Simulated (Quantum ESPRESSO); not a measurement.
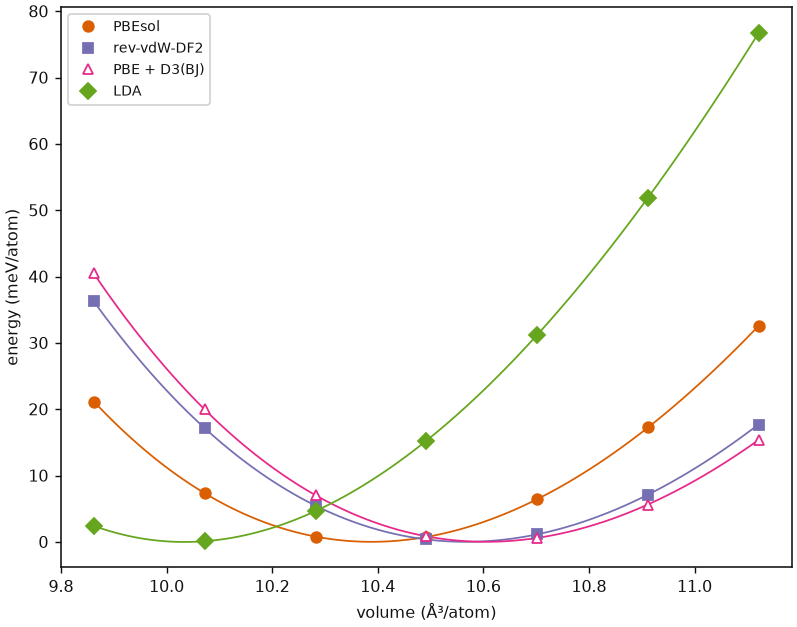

The figure shows the energy against volume, with one curve for each functional, for Ni (space group Fm-3m).

Calculation (Quantum ESPRESSO 7.5): plane-wave DFT, collinear spins; energies at scaled volumes of the given cell, shape and fractions fixed, counted from the fit's minimum, third-order Birch-Murnaghan fit. All runs: collinear spin.

```json
{"setting": "k mesh", "value": "13×13×13"}
{"setting": "occupations", "value": "Fermi–Dirac"}
{"setting": "smearing width", "value": "0.05 eV"}
{"setting": "wave cutoff", "value": "1333 eV"}
{"setting": "density cutoff", "value": "5333 eV"}
```

Settings that differ: PBEsol: potentials PseudoDojo-0.4.1-SR-PBEsol-standard; rev-vdW-DF2: potentials PseudoDojo-0.4.1-SR-PBE-standard; PBE + D3(BJ): potentials PseudoDojo-0.4.1-SR-PBE-standard; LDA: potentials PseudoDojo-0.4.1-SR-LDA-standard.

Give the values behind the plot as a table.

PBEsol:
```
volume (Å³/atom)  energy (meV/atom)
            9.86              21.12
           10.07               7.31
           10.28               0.79
           10.49               0.74
           10.70               6.44
           10.91              17.25
           11.12              32.60
```

rev-vdW-DF2:
```
volume (Å³/atom)  energy (meV/atom)
            9.86              36.25
           10.07              17.16
           10.28               5.47
           10.49               0.37
           10.70               1.12
           10.91               7.09
           11.12              17.69
```

PBE + D3(BJ):
```
volume (Å³/atom)  energy (meV/atom)
            9.86              40.46
           10.07              19.97
           10.28               7.04
           10.49               0.82
           10.70               0.58
           10.91               5.62
           11.12              15.35
```

LDA:
```
volume (Å³/atom)  energy (meV/atom)
            9.86               2.42
           10.07               0.12
           10.28               4.65
           10.49              15.24
           10.70              31.19
           10.91              51.87
           11.12              76.73
```

Caveats: potentials made for another functional (rev-vdW-DF2).
